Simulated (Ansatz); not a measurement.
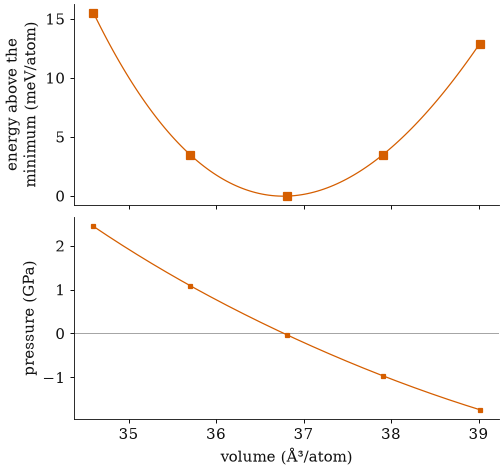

The plot gives the computed energy above the minimum and pressure against volume for HgTe, space group F-43m (No. 216).

Cell as given: a = 4.704 Å, b = 4.704 Å, c = 4.704 Å, α = 60.00°, β = 60.00°, γ = 60.00°; 2 atoms.

Computed with Ansatz 0.2.0: third-order Birch-Murnaghan fit to density functional energies at scaled volumes of the given relaxed cell, shape and atoms relaxed at each volume; energies count from the fitted minimum; plane waves with PAW datasets, Γ-centred k mesh. Level: PBE, no spin polarisation.

```json
{"setting": "wave cutoff", "value": "420 eV"}
{"setting": "k mesh", "value": "12×12×12"}
{"setting": "occupations", "value": "Gaussian"}
{"setting": "smearing width", "value": "0.1 eV"}
```

What equilibrium volume and bulk modulus follow from the curve?

A third-order Birch–Murnaghan fit gives V0 = 36.77 Å³/atom, B0 = 34.2 GPa and B′ = 5.2.

What does the pressure do across the range?

It falls from 2.44 GPa at volume 34.598 Å³/atom to −1.74 GPa at 39.015 Å³/atom, and changes sign near 36.8 Å³/atom.

Is there a gap?

No, the levels on the k mesh show a metal at every point.

Note: bands touch, and spin-orbit coupling could open a gap.
